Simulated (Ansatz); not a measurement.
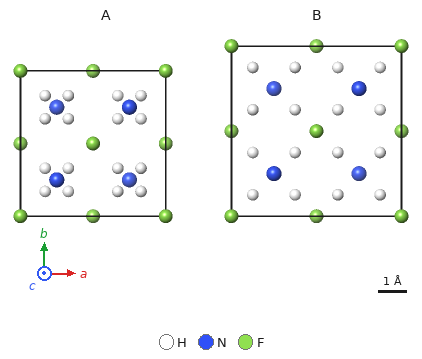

Two geometries of solid H$_{4}$NF (built on the HoCdCu4 type) (coarse preliminary run), drawn at one scale. One is the start of a relaxation, the other its converged end. The picture is a ball-and-stick view of the conventional cell (4 times the calculation's cell), seen along the c axis. Lengths and directions refer to the drawn axes.

The calculation used DFT r2SCAN, scalar-relativistic, plane waves, PAW (Ansatz). Settings: plane-wave cutoff 500 eV; k-point mesh 6 × 6 × 6; occupations gaussian; smearing width 0.1 eV; collinear spin; cell and atoms relaxed; force threshold 0.04 eV/Å; at most 70 steps.

Q: Which of the two is the end point?

A: Structure A is the relaxed one. Case: HoCdCu4 type (F-43m, No. 216). The energy falls by 603 meV per atom in 5 accepted moves (7 points after the start). Largest force component: 0.23 eV/Å at the start, 0.0078 eV/Å at the end. The pressure goes from −14.10 to −0.32 GPa. The line search rejected the trial step at point 4 of the run. At 1 point the geometry stayed and the basis and grid were re-selected for the new cell (energy shift of 1.7 meV per atom at most each time). The largest moves relative to the cell, 0.40 Å, are those of H atoms. N and F stay in place. Cell: a = b = c 6.147 → 5.251 Å (−14.6 %). Volume −37.7 %. The space group stays F-43m (No. 216). The run took 98 s on 1 thread of Arm Neoverse V1 (shared host), peak memory 0.47 GiB.

Limits of the set-up: layers or molecules are held without a dispersion correction, so their spacing is unreliable.
